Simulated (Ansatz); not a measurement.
The calculation's input:

```
crystal:
  lattice:
    - [5.0605144926, 0.0, 0.0]
    - [-2.5302572463, 4.3825341068, 0.0]
    - [0.0, 0.0, 5.5488391988]
  atoms:
    - { symbol: Si, position: [0.5, 0.5, 0.3333333333] }
    - { symbol: Si, position: [0.0, 0.5, 0.6666666667] }
    - { symbol: Si, position: [0.5, 0.0, 0.0] }
    - { symbol: O, position: [0.2081757168, 0.7918242832, 0.8333333333] }
    - { symbol: O, position: [0.4163514336, 0.2081757168, 0.1666666667] }
    - { symbol: O, position: [0.2081757168, 0.4163514336, 0.5] }
    - { symbol: O, position: [0.7918242832, 0.2081757168, 0.8333333333] }
    - { symbol: O, position: [0.5836485664, 0.7918242832, 0.1666666667] }
    - { symbol: O, position: [0.7918242832, 0.5836485664, 0.5] }
basis:
  ecutwfc: 500
kpoints:
  mp_grid: { grid: [6, 6, 4] }
hamiltonian:
  xc: r2scan
scf:
  occupations: { method: gaussian, width: 0.02 }
output:
  forces: true
  stress: true
  eigenvalues: true
  write_density: true
  write_potential: true
  elf: true
  volumetric_format: npy
relax:
  adjacent_minimum: "off"
  f_tol: 0.005
  max_steps: 80
  cell: { stress_tol: 0.05 }
```

Command:

```sh
ansatz run input.yaml --threads 2 --pin off --max-ram 5120MiB --backend cpu --events-out ev --progress --plain --runs-dir out
```

Below, planes, directions and counts refer to the conventional cell (a = 5.06 Å, b = 5.06 Å, c = 5.54 Å, α = 90.00°, β = 90.00°, γ = 120.00°).

The fields are those of the run's last geometry, not of the input's.

Space group P6₂22.

All numbers below come from Ansatz, DFT r2SCAN, scalar-relativistic, plane waves, PAW.

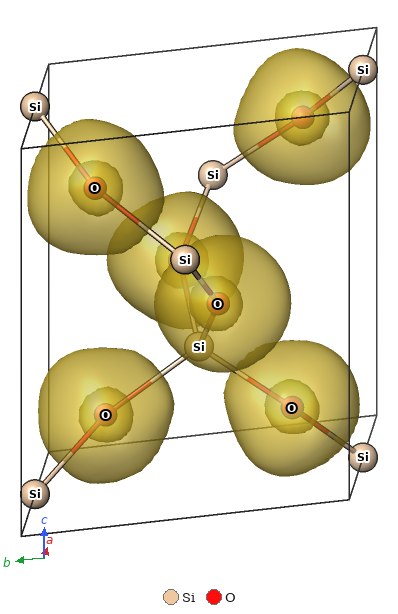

SiO2. Isosurface of the ELF at 0.7 (yellow), seen at an oblique angle. Only the valence region is drawn (cores and ρ < 0.01 e/Å³ removed). Sticks mark near contacts.

Core electrons are frozen (PAW), and the valence fields are smoothed inside the atomic spheres.

Where are the electrons localised?

The surface consists of six regions on O in which the atom's valence shell and bonds are merged, counted in one cell of 9 atoms. Regions shared between cells count once. Along the contacts the grid gives the following. Si–O (1.61 Å): the ELF peaks at about 0.85 between the atoms; a short, strongly polar bond.

Does the calculation give a band gap?

It is gapped, with a Kohn–Sham gap of 6.3 eV on the k-point mesh (the band edges may lie off the mesh, which would make the gap smaller).
